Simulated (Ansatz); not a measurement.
**A series of single points on Co**

System: Co (3 atoms in the cell).
Method: DFT, PBEsol, plane waves (420 eV) with PAW, scalar-relativistic, no spin polarisation (Ansatz 0.2.0).

The 5 runs differ only in the geometry, by an even scaling of the cell at fixed fractional positions.

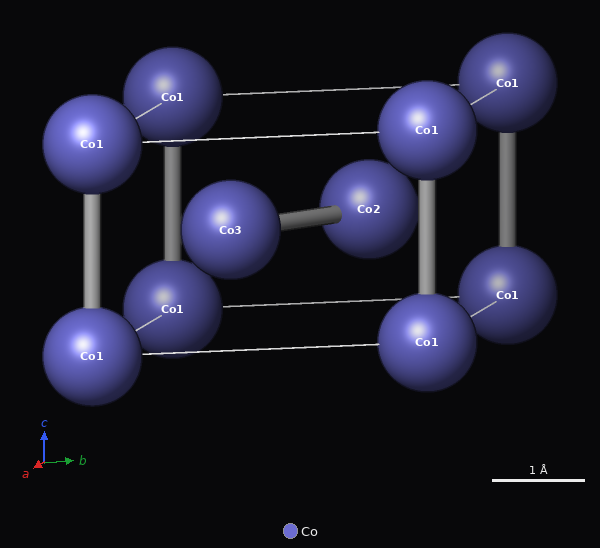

Figure 1. The structure of run 3 (ball-and-stick view of the cell of the calculation, seen slightly off an axis; atoms are numbered from 1 in the order of the input).

**Input of run 3**
```yaml
crystal:
  lattice:
    - [3.8027908595, 0.0, 0.0]
    - [-1.9013954298, 3.2933134896, 0.0]
    - [0.0, 0.0, 2.3292078296]
  atoms:
    - { symbol: Co, position: [0.0, 1.0, 0.0] }
    - { symbol: Co, position: [0.3333333333, 0.6666666667, 0.5] }
    - { symbol: Co, position: [0.6666666667, 0.3333333333, 0.5] }
hamiltonian:
  xc: pbesol
  pseudopotentials:
    kind: paw
    azcp:
      Co: "pseudopotentials/Co.paw.azcp"
basis:
  ecutwfc: 420
  fft_grid_basis: typed
kpoints:
  mp_grid: { grid: [11, 11, 15], shift: [0, 0, 0] }
magnetization:
  spin_polarized: false
scf:
  occupations: { method: fermi_dirac, width: 0.1 }
  lower_state_search: "off"
output:
  stress: true
  write_density: true
  write_potential: true
  elf: true
  volumetric_format: npy
```

Lattice vectors (Å) and fractional positions of run 3:
```
   3.802791    0.000000    0.000000
  -1.901395    3.293313    0.000000
   0.000000    0.000000    2.329208
Co  0.000000  1.000000  0.000000
Co  0.333333  0.666667  0.500000
Co  0.666667  0.333333  0.500000
```

Run 4 differs from it as follows:
```diff
-    - [3.8027908595, 0.0, 0.0]
-    - [-1.9013954298, 3.2933134896, 0.0]
-    - [0.0, 0.0, 2.3292078296]
+    - [3.9056184179, 0.0, 0.0]
+    - [-1.952809209, 3.3823647674, 0.0]
+    - [0.0, 0.0, 2.3921896666]
```

**Results, with one run withheld**

```tsv
run	volume per atom (Å³)	free energy per atom, from the lowest run given (meV)	pressure (GPa)
1	8.913	142.99	46.96
2	9.318	49.64	27.61
3	9.723	0.00	12.25
4	10.534	?	?
5	10.939	32.39	−17.39
```

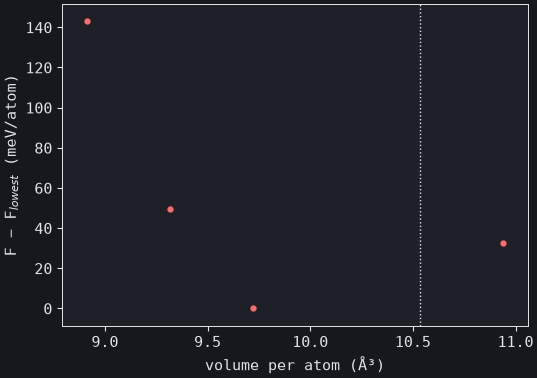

Figure 2. Free energy per atom of the runs given; the dotted line marks run 4.

Estimate the energy of run 4 from the others.

A quadratic polynomial in V^(−2/3) (the Birch–Murnaghan form), fitted to the 4 runs given, misses them by at most 0.41 meV per atom. With x = V^(−2/3) − 0.22023 Å⁻², it reads F = 3.6585 + 5849.7 x + 4.3428e+05 x² (meV per atom). At run 4 it gives −3.40 meV per atom, and the run itself gives −2.23. The slope of the fit gives a pressure −dF/dV of −9.89 GPa there, and the run prints −9.69 GPa. The two needn't agree exactly: the fit is approximate, and the printed stress is taken on a finite basis. The fit has its minimum at 10.137 Å³ per atom, where V d²F/dV² gives 278 GPa. Cell shape and fractional positions are held, so this is the stiffness under even scaling; the relaxed bulk modulus wasn't computed. So low a polynomial doesn't follow these energies more closely.

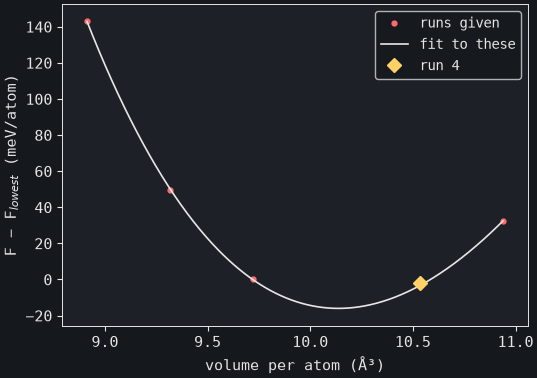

Figure 3. The fit and the withheld run.

**Output, shortened to warnings, some set-up lines, iterations and results (run 4)**
```
Warning: [file] the record states the generating functional pbe (its physics header spells it `PBE`), which answers neither for hamiltonian.xc's functional nor for the pbesol family's — results may be inconsistent (PPs are generated against a specific XC)
Basis set: ecut = 420 eV, 619 PW (Γ)
Symmetry: 24 space group operations
k-points: 128 of 1815
Initial density: superposition of atomic densities (neutral atoms: chi_scale 0, normalization atom), corrected by the library's trained network
[...]
SCF iter   1: F=—  HF=-15278.101331 eV  |F-HF|=—  |Δ(HF+E_count)|=         —  Δρ=3.63e-2  dr2=3.03e-1  ethr=1.77e-3  ⟨swp⟩=4.4  Hψ=12566  notcnv=0
SCF iter   2: F=—  HF=-15278.083637 eV  |F-HF|=—  |Δ(HF+E_count)|=   1.77e-2  Δρ=2.52e-2  dr2=1.81e-1  ethr=5.95e-4  ⟨swp⟩=2.0  Hψ=5365  notcnv=0
SCF iter   3: F=—  HF=-15278.077527 eV  |F-HF|=—  |Δ(HF+E_count)|=   6.11e-3  Δρ=6.92e-3  dr2=1.49e-2  ethr=3.56e-4  ⟨swp⟩=1.0  Hψ=3968  notcnv=0
SCF iter   4: F=—  HF=-15278.077201 eV  |F-HF|=—  |Δ(HF+E_count)|=   3.26e-4  Δρ=2.16e-3  dr2=5.99e-4  ethr=2.93e-5  ⟨swp⟩=1.0  Hψ=3968  notcnv=0
SCF iter   5: F=—  HF=-15278.077121 eV  |F-HF|=—  |Δ(HF+E_count)|=   8.01e-5  Δρ=5.64e-4  dr2=4.00e-5  ethr=1.17e-6  ⟨swp⟩=1.1  Hψ=3990  notcnv=0
SCF iter   6: F=—  HF=-15278.077126 eV  |F-HF|=—  |Δ(HF+E_count)|=   5.02e-6  Δρ=8.89e-5  dr2=7.60e-7  ethr=7.84e-8  ⟨swp⟩=1.2  Hψ=4238  notcnv=0
SCF iter   7: F=-15278.077126 eV  HF=-15278.077126 eV  |F-HF|=3.22e-8  |Δ(HF+E_count)|=   2.16e-7  Δρ=2.21e-5  dr2=3.48e-8  ethr=1.96e-10  ⟨swp⟩=9.3  Hψ=29835  notcnv=0
SCF 1 converged in 7 iterations: F = -15278.077126 eV  dr2 = 3.48e-8
SCF converged after 7 iterations
Free energy (F): -15278.077126 eV
Harris-Foulkes:  -15278.077126 eV  (|F-HF|=3.22e-8)
Internal energy: -15277.780330 eV  (E = F + TS)
E sigma→0 (E₀):  -15277.928728 eV
Entropy (-TS):   -0.296796 eV (-98.932 meV/atom)
Fermi energy:    19.129881 eV
--- Per-component energies (eV) ---
  E_band       = -704.711356
  E_kinetic    = 1365.692235
  E_local      = -8394.946433  (includes V_loc(G=0)·N_el)
  E_nonlocal   = 1365.248848
  E_hartree    = 3516.955108
  E_xc         = -474.264409
  E_vxc        = -614.907651  (∫ρ·V_xc dr)
  E_paw        = -4446.228615  (= ΣΔE_a)
  E_vpaw       = -1459.720590  (= ΣTr[D̂ρ^β])
  E_aug_tail   = 0.000196  (compensation charges beyond the density's cutoff)
  E_ewald      = -8210.802518
  E_core_change = 0.565258  (= ΣΔE_core)
  E_smearing   = -0.296796  (= −TS)
  E_closure    = -0.000000  (closes the sum)
  Σ components = -15278.077126   (vs F -15278.077126, Δ=0.00e0)
--- Stress (GPa, compression-positive) ---
      -10.015437       0.000000      -0.000000
       -0.000000     -10.015437       0.000000
       -0.000000       0.000000      -9.024761
  P = ⅓ Tr σ = -9.6852 GPa (-96.852 kbar)
```

Warnings of the run: the PAW datasets were made with another functional. The run has no spin polarisation, so a magnetic state may lie lower.
